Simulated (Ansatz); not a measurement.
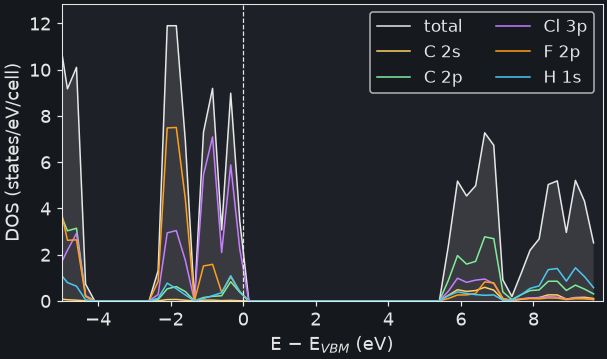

Density of states. Energies are counted from the top of the valence band. The partial curves are projected on Löwdin-orthogonalised atomic shells; they sum to less than the total at higher energies, where shells without a projector contribute.

Input of the run:

```
crystal:
  lattice:
    - [6.735802, -0.00815, 0.074516]
    - [-0.004995, 4.30389, 0.00687]
    - [-1.508637, 0.009788, 4.694033]
  atoms:
    - { symbol: C, position: [0.206476, 0.850193, 0.358959] }
    - { symbol: C, position: [0.796821, 0.37182, 0.645452] }
    - { symbol: H, position: [0.149065, 0.602095, 0.30058] }
    - { symbol: H, position: [0.85191, 0.125925, 0.712761] }
    - { symbol: H, position: [0.26721, 0.896486, 0.581439] }
    - { symbol: H, position: [0.729012, 0.399088, 0.410003] }
    - { symbol: Cl, position: [0.359633, 0.993337, 0.165572] }
    - { symbol: Cl, position: [0.628158, 0.509498, 0.833702] }
    - { symbol: F, position: [0.01221, 0.040194, 0.265982] }
    - { symbol: F, position: [0.984928, 0.560635, 0.742971] }
kpoints:
  mp_grid: { grid: [3, 4, 4], shift: [0.0, 0.0, 0.0] }
magnetization:
  spin_polarized: false
scf:
  occupations: { method: fermi_dirac }
  lower_state_search: "off"
  max_iter: 200
hamiltonian:
  pseudopotentials: { kind: paw }
  xc: { exchange: slater, correlation: pbe }
basis:
  ecutwfc: 420
  fft_grid_basis: typed
output:
  forces: true
  stress: true
  eigenvalues: true
  populations: true
  elf: true
  write_potential: true
  volumetric_format: npy
  dos:
    e_range: [-12, 8]
    de: 0.05
    projected: { site_lists: { C: [C], Cl: [Cl], F: [F], H: [H] } }
checkpoint:
  read: saved_state
```

Command:
```bash
ansatz run input.yaml --threads 2 --pin off --max-ram 5120MiB --backend cpu --events-out ev --progress --plain --runs-dir out
```

Q: Is there a gap at the Fermi level, and how wide?

A: There is a gap; over the k points computed it is 5.56 eV.

Q: How wide is the upper valence band?

A: The upper group of valence states starts about 2.3 eV under the valence-band top, with a gap beneath it; it holds about 16 electrons a cell.

Q: What is the character of the states on either side of the gap?

A: By projected weight, the top eV of the valence band is Cl 3p (70 %) and F 2p (15 %); the bottom eV of the conduction band is C 2p (45 %) and Cl 3p (20 %).

The atoms aren't at rest in this cell (largest force 4.0 eV/Å), so the relaxed material can differ. The cell is at −7 GPa in this functional.
